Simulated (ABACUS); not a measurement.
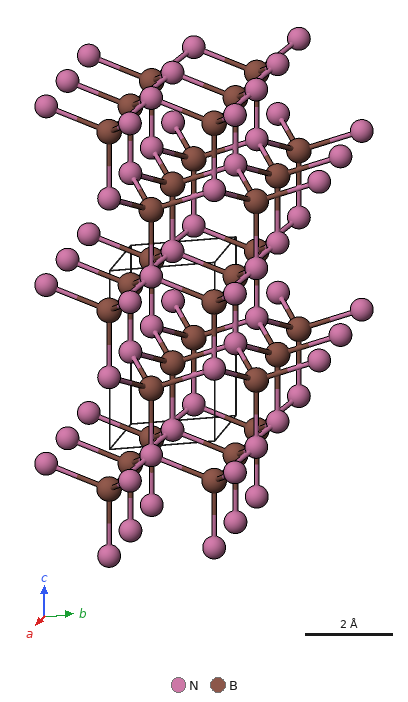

**Figure 1.** The input geometry (ball-and-stick view of the cell of the calculation, repeated 3 × 2 × 2, seen slightly off an axis; bonded neighbours outside the cell are drawn too).

Band-structure run of BN (part 1 of 2)

The run: band-structure run of BN (P6₃mc, 4 atoms in the cell). Method and program: Kohn-Sham DFT of a periodic cell, PBE, PseudoDojo NC SR 0.5 PBE standard, no spin polarisation (ABACUS 3.10.1).

The structure derives from a Materials Project entry.

### Input
```
INPUT_PARAMETERS
suffix              BN
calculation         scf
basis_type          pw
pseudo_dir          ./
symmetry            1
dft_functional      pbe
ecutwfc             84
pseudo_rcut         10
nspin               1
nbands              18
ks_solver           dav
smearing_method     fd
smearing_sigma      0.00367493
scf_thr             1e-08
scf_nmax            100
mixing_type         broyden
mixing_beta         0.7
cal_force           1
cal_stress          1
out_chg             1
kpar                4
```

### File STRU
```
ATOMIC_SPECIES
N 14.0070 N.upf
B 10.8100 B.upf

LATTICE_CONSTANT
1.8897261246

LATTICE_VECTORS
2.5539396017 0.0000000000 0.0000000000
-1.2769698009 2.2117765748 0.0000000000
0.0000000000 0.0000000000 4.2268550000

ATOMIC_POSITIONS
Direct

N
0.0
2
0.3333333333 0.6666666667 0.1252760000 1 1 1
0.6666666667 0.3333333333 0.6252760000 1 1 1

B
0.0
2
0.3333333333 0.6666666667 0.4997240000 1 1 1
0.6666666667 0.3333333333 0.9997240000 1 1 1
```

### File KPT
```
K_POINTS
0
Gamma
10 10 5 0 0 0
```

Launch command:
```bash
OMP_NUM_THREADS=1 mpirun -np 4 abacus > log
```

### Log
```
ABACUS v3.10.1

               Atomic-orbital Based Ab-initio Computation at UStc

 ------------------------------------------------------------------------------------

 READING GENERAL INFORMATION
                           global_out_dir = OUT.BN/
                           global_in_card = INPUT
                               pseudo_dir = ./
                              orbital_dir =
                                    DSIZE = 4
                                    GSIZE = 1

 READING UNITCELL INFORMATION
                                    ntype = 2
                  lattice constant (Bohr) = 1.88973
              lattice constant (Angstrom) = 1

 READING ATOM TYPE 1
                               atom label = N
                      L=0, number of zeta = 1
                      L=1, number of zeta = 1
                      L=2, number of zeta = 1
             number of atom for this type = 2

 READING ATOM TYPE 2
                               atom label = B
                      L=0, number of zeta = 1
                      L=1, number of zeta = 1
                      L=2, number of zeta = 1
             number of atom for this type = 2

                        TOTAL ATOM NUMBER = 4
DIRECT COORDINATES
    atom                   x                   y                   z     mag                  vx                  vy                  vz
taud_N1            0.3333333333        0.6666666667        0.1252760000  0.0000        0.0000000000        0.0000000000        0.0000000000
taud_N2            0.6666666667        0.3333333333        0.6252760000  0.0000        0.0000000000        0.0000000000        0.0000000000
taud_B1            0.3333333333        0.6666666667        0.4997240000  0.0000        0.0000000000        0.0000000000        0.0000000000
taud_B2            0.6666666667        0.3333333333        0.9997240000  0.0000        0.0000000000        0.0000000000        0.0000000000

                          Volume (Bohr^3) = 161.126
                             Volume (A^3) = 23.8764

 Lattice vectors: (Cartesian coordinate: in unit of a_0)
             +2.55394                  +0                  +0
             -1.27697            +2.21178                  +0
                   +0                  +0            +4.22685
 Reciprocal vectors: (Cartesian coordinate: in unit of 2 pi/a_0)
            +0.391552           +0.226063                  -0
                   -0           +0.452125                  -0
                   +0                  -0           +0.236583
 The esolver type has been set to : ksdft_pw

                PAO radial cut off (Bohr) = 10

 Read in pseudopotential file is N.upf
                     pseudopotential type = NC
          exchange-correlation functional = PBE
                 nonlocal core correction = 1
                        valence electrons = 5
                                     lmax = 1
                           number of zeta = 2
                     number of projectors = 4
                           L of projector = 0
                           L of projector = 0
                           L of projector = 1
                           L of projector = 1
                PAO radial cut off (Bohr) = 10

 Read in pseudopotential file is B.upf
                     pseudopotential type = NC
          exchange-correlation functional = PBE
                 nonlocal core correction = 1
                        valence electrons = 3
                                     lmax = 1
                           number of zeta = 2
                     number of projectors = 4
                           L of projector = 0
                           L of projector = 0
                           L of projector = 1
                           L of projector = 1
     initial pseudo atomic orbital number = 16

 SETUP THE ELECTRONS NUMBER
             electron number of element N = 5
       total electron number of element N = 10
             electron number of element B = 3
       total electron number of element B = 6
            AUTOSET number of electrons:  = 16
                           occupied bands = 8
                                   NBANDS = 18
                                   NLOCAL = 36

 SETUP THE PLANE WAVE BASIS
 energy cutoff for charge/potential (unit:Ry) = 336
            fft grid for charge/potential = [ 30, 30, 48 ]
                        fft grid division = [ 1, 1, 1 ]
        big fft grid for charge/potential = [ 30, 30, 48 ]
                                     nbxx = 43200
                                     nrxx = 43200

 SETUP PLANE WAVES FOR CHARGE/POTENTIAL
                    number of plane waves = 16733
                         number of sticks = 547

 PARALLEL PW FOR CHARGE/POTENTIAL
     PROC   COLUMNS(POT)             PW
        1            547          16733
 --------------- sum -------------------
        1            547          16733
                            number of |g| = 867
                                  max |g| = 30.3608
                                  min |g| = 0

----------- Double Check Mixing Parameters Begin ------------
mixing_type: broyden
mixing_beta: 0.7
mixing_gg0: 1
mixing_gg0_min: 0.1
mixing_ndim: 8
----------- Double Check Mixing Parameters End ------------

 LATTICE VECTORS: (CARTESIAN COORDINATE: IN UNIT OF A0)
             +2.55394                  +0                  +0
             -1.27697            +2.21178                  +0
                   +0                  +0            +4.22685
                       right hand lattice = 1
                                   NORM_A = 2.55394
                                   NORM_B = 2.55394
                                   NORM_C = 4.22685
                           ALPHA (DEGREE) = 90
                           BETA  (DEGREE) = 90
                           GAMMA (DEGREE) = 120

 The lattice vectors have been changed (STRU_SIMPLE.cif)

(for optimal symmetric configuration:)
                             BRAVAIS TYPE = 4
                     BRAVAIS LATTICE NAME = 04. Hexagonal cell
                                    ibrav = 4
                                    IBRAV = 4
                                  BRAVAIS = HEXAGONAL CELL
                       LATTICE CONSTANT A = 2.55394
                                C/A RATIO = 1.65503
Original cell was already a primitive cell.
                        ROTATION MATRICES = 24
              PURE POINT GROUP OPERATIONS = 6
                   SPACE GROUP OPERATIONS = 12
                                       C2 = 0
                                       C3 = 2
                                       C4 = 0
                                       C6 = 0
                                       S1 = 3
                                       S3 = 0
                                       S4 = 0
                                       S6 = 0
                              POINT GROUP = C_3v
                                       C2 = 1
                                       C3 = 2
                                       C4 = 0
                                       C6 = 2
                                       S1 = 6
                                       S3 = 0
                                       S4 = 0
                                       S6 = 0
               POINT GROUP IN SPACE GROUP = C_6v

 SETUP K-POINTS
                                    nspin = 1
                   Input type of k points = Monkhorst-Pack(Gamma)
                                   nkstot = 500
                       right hand lattice = 1
(for reciprocal lattice: )
                             BRAVAIS TYPE = 4
                     BRAVAIS LATTICE NAME = 04. Hexagonal cell
                                    ibrav = 4
                       right hand lattice = 1
(for k-lattice: )
                             BRAVAIS TYPE = 4
                     BRAVAIS LATTICE NAME = 04. Hexagonal cell
                                    ibrav = 4
                       right hand lattice = 1
                        ROTATION MATRICES = 24
                               nkstot_ibz = 42
K-POINTS REDUCTION ACCORDING TO SYMMETRY
     IBZ    DIRECT_X    DIRECT_Y    DIRECT_Z  WEIGHT  ibz2bz
       1  0.00000000  0.00000000  0.00000000  0.0020       0
       2 -0.10000000  0.10000000  0.00000000  0.0120       1
       3 -0.20000000  0.20000000  0.00000000  0.0120       2
       4 -0.30000000  0.30000000  0.00000000  0.0120       3
       5 -0.40000000  0.40000000  0.00000000  0.0120       4
       6  0.50000000  0.50000000  0.00000000  0.0060       5
       7 -0.10000000  0.20000000  0.00000000  0.0120      11
       8 -0.20000000  0.30000000  0.00000000  0.0240      12
       9 -0.30000000  0.40000000  0.00000000  0.0240      13
      10  0.50000000  0.40000000  0.00000000  0.0240      14
      11 -0.20000000  0.40000000  0.00000000  0.0120      22
      12  0.50000000  0.30000000  0.00000000  0.0240      23
      13  0.40000000  0.40000000  0.00000000  0.0120      24
      14  0.40000000  0.30000000  0.00000000  0.0120      33
      15  0.00000000  0.00000000  0.20000000  0.0040     100
      16 -0.10000000  0.10000000  0.20000000  0.0240     101
      17 -0.20000000  0.20000000  0.20000000  0.0240     102
      18 -0.30000000  0.30000000  0.20000000  0.0240     103
      19 -0.40000000  0.40000000  0.20000000  0.0240     104
      20  0.50000000  0.50000000  0.20000000  0.0120     105
      21 -0.10000000  0.20000000  0.20000000  0.0240     111
      22 -0.20000000  0.30000000  0.20000000  0.0480     112
      23 -0.30000000  0.40000000  0.20000000  0.0480     113
      24  0.50000000  0.40000000  0.20000000  0.0480     114
      25 -0.20000000  0.40000000  0.20000000  0.0240     122
      26  0.50000000  0.30000000  0.20000000  0.0480     123
      27  0.40000000  0.40000000  0.20000000  0.0240     124
      28  0.40000000  0.30000000  0.20000000  0.0240     133
      29  0.00000000  0.00000000  0.40000000  0.0040     200
      30 -0.10000000  0.10000000  0.40000000  0.0240     201
[... 12 further k points ...]

                               nkstot now = 42
[... K-POINTS DIRECT COORDINATES: 42 rows ...]

           k-point number in this process = 11
       minimum distributed K point number = 10
[... stars of the k points ...]

[... K-POINTS CARTESIAN COORDINATES: 11 rows ...]

[... K-POINTS DIRECT COORDINATES: 11 rows ...]

 SETUP PLANE WAVES FOR WAVE FUNCTIONS
     energy cutoff for wavefunc (unit:Ry) = 84
              fft grid for wave functions = [ 30, 30, 48 ]
                    number of plane waves = 3075
                         number of sticks = 169

 PARALLEL PW FOR WAVE FUNCTIONS
     PROC   COLUMNS(POT)             PW
        1            169           3075
 --------------- sum -------------------
        1            169           3075

 SETUP NONLOCAL PSEUDOPOTENTIALS IN PLANE WAVE BASIS
 N non-local projectors:
 projector 1 L=0
 projector 2 L=0
 projector 3 L=1
 projector 4 L=1
 B non-local projectors:
 projector 1 L=0
 projector 2 L=0
 projector 3 L=1
 projector 4 L=1
      TOTAL NUMBER OF NONLOCAL PROJECTORS = 32

 Init Non-Local PseudoPotential table :
 Init Non-Local-Pseudopotential done.

                                     npwx = 2110

 Make real space PAO into reciprocal space.
       max mesh points in Pseudopotential = 1001
     dq(describe PAO in reciprocal space) = 0.01
                                    max q = 1104

 number of pseudo atomic orbitals for N is 2
WARNING: norm of atomic wavefunction # 2 of atomic type N is 0.999999, renormalized

 number of pseudo atomic orbitals for B is 2
WARNING: norm of atomic wavefunction # 2 of atomic type B is 0.999877, renormalized

 -------------------------------------------
 SELF-CONSISTENT
 -------------------------------------------
                                 init_chg = atomic

 PW ALGORITHM --------------- ION=   1  ELEC=   1--------------------------------

 Density error is 0.425926809706
                          Error Threshold = 0.01
----------------------------------------------------------
     Energy           Rydberg                 eV
----------------------------------------------------------
 E_KohnSham     -53.4953706281       -727.8418571639
 E_Harris       -51.3926973058       -699.2335189479
 E_Fermi        0.8955102028         12.1840413746
```
